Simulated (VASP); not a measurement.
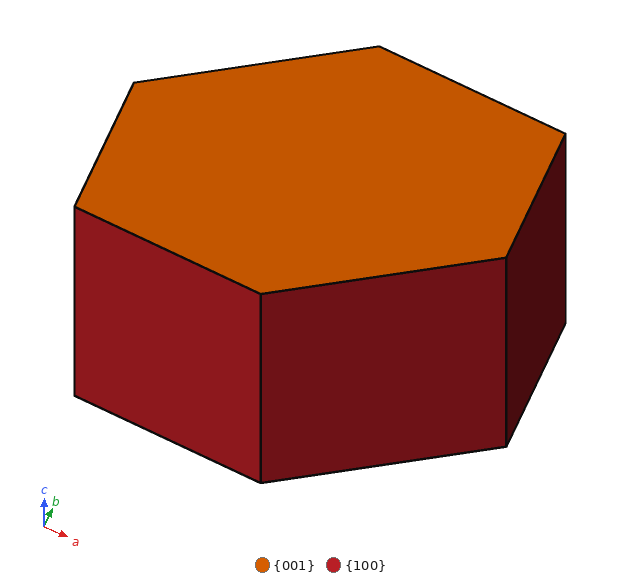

TaS2, space group P-3m1 (No. 164), a = 3.329 Å, b = 3.329 Å, c = 5.878 Å, α = 90.00°, β = 90.00°, γ = 120.00°. The shape was computed with the Donnay–Harker form of the Bravais–Friedel law: planes with larger spacing d grow more slowly and so show as larger faces; centring, glide planes and screw axes halve or divide d. Origin: coordinates from a relaxation with VASP, VASP Kohn-Sham DFT of a periodic cell, vdW-DF-cx, VASP PAW PBE potentials, recommended. Forms under 0.4 % of the area are left out.

Q: How many faces does the whole crystal have, by form?

A: 8 faces: 2 of {001} and 6 of {100}.

Q: List the forms with their spacings and shares.

A:
```csv
form,faces,d (Å),share of area (%)
{001},2,5.878,50.5
{100},6,2.883,49.5
```
